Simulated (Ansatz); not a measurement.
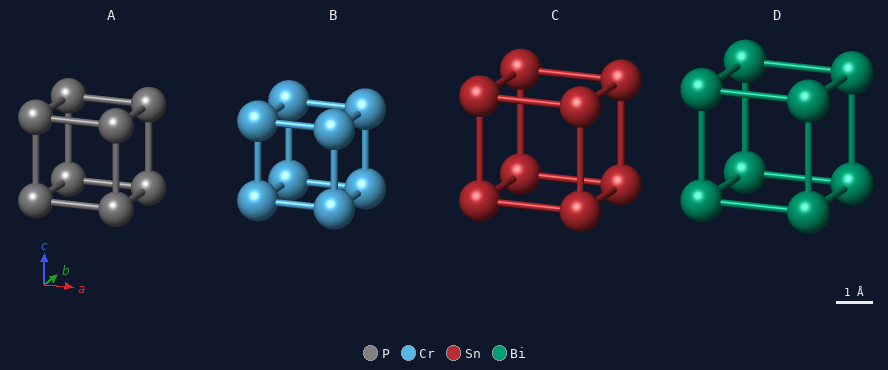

One structure type (space group Pm-3m for the parent) with different elements on its sites, each relaxed in cell and atoms to zero pressure (within 0.1 GPa). The picture is a ball-and-stick view of the cell of the calculation, seen slightly off an axis.

Computed with DFT PBEsol, scalar-relativistic, plane waves, PAW in Ansatz. Set-up: plane-wave cutoff 420 eV; occupations gaussian; smearing width 0.1 eV; no spin polarisation. The k-mesh is chosen for each cell (18×18×18, 14×14×14).

> Give the formulas, and rank the crystals by volume per atom, smallest first.

B = Cr (12.3 Å³), A = P (14.2 Å³), C = Sn (27.9 Å³), D = Bi (33.5 Å³).
